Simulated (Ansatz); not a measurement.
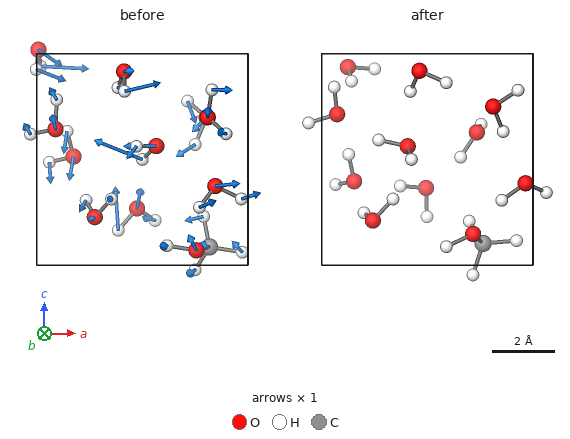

The structure of an amorphous cell of composition H24CO11 before (left) and after (right) a relaxation, at one scale. The blue arrows give the displacements, at their true length.

A ball-and-stick model of the cell of the calculation (origin shifted), seen along the b axis.

The cell holds 10 H2O + 1 CH3OH. The run prepares the start of a later molecular dynamics calculation, from a guessed geometry.

These are results of DFT PBE-D3(BJ), scalar-relativistic, plane waves, PAW in Ansatz 0.2.0, not measurements. Settings: plane-wave cutoff 420 eV; k-point mesh 1 × 1 × 1; occupations fermi dirac; smearing width 0.05 eV; no spin polarisation; atoms relaxed in a fixed cell; force threshold 0.3 eV/Å; at most 15 steps.

Q: Describe what moved and what it gained.

A: The relaxation stopped without meeting its thresholds, so the last structure isn't shown to be converged. It used up its limit of 15 steps. Over 14 geometry steps the energy falls by 6.522 eV per cell of the calculation. Largest force component: 2.1 eV/Å at the start, 0.6 eV/Å at the end. The largest move is that of an H atom, 1.83 Å along [−3 −1 1]. By element the largest moves are H 1.83 Å, O 1.17 Å, C 0.51 Å. The cell doesn't change. Among the contacts that change: H–O 0.969 → 0.997 Å, C–H 1.097 → 1.120 Å, C–O 1.423 → 1.440 Å, C–H 1.090 → 1.105 Å. Bond angles that change, for instance: H–O–H 104.0° → 108.3°, H–O–H 104.0° → 100.3°, H–O–H 104.0° → 107.0°. Cost: 43 s on 1 thread of Arm Neoverse V1 (shared host), peak memory 0.38 GiB.

Limits of the set-up: the program's low-accuracy preset was used; the periodic images lie only 6.9 Å apart, so the values are limited by the cell's size.
